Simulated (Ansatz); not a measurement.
InN, space group P6_3mc (No. 186), a = 3.533 Å, b = 3.533 Å, c = 5.693 Å, α = 90.00°, β = 90.00°, γ = 120.00°

```
site  Wyckoff       x       y       z
  In       2b  0.3333  0.6667  0.0000
   N       2b  0.3333  0.6667  0.3750
```

Source: a calculation's input that goes back to an entry of the Crystallography Open Database (an earlier step may have relaxed or displaced it).

**Describe the coordination of In.**

InN4: an essentially ideal tetrahedron (coordination number 4, S = 0.00; next best see-saw, S = 9.7). Bonds: 1 × In–N 2.13 Å and 3 × In–N 2.16 Å. The next neighbour, not counted, lies at 3.50 Å.

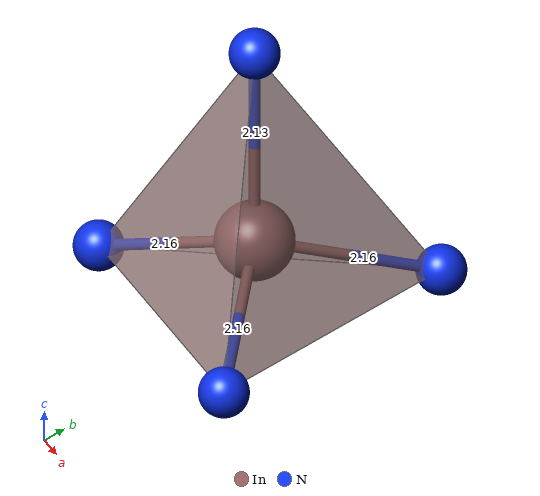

The polyhedron about In. Continuous shape measures are computed against ideal polyhedra (0 is ideal; above about 3 the distortion is strong).
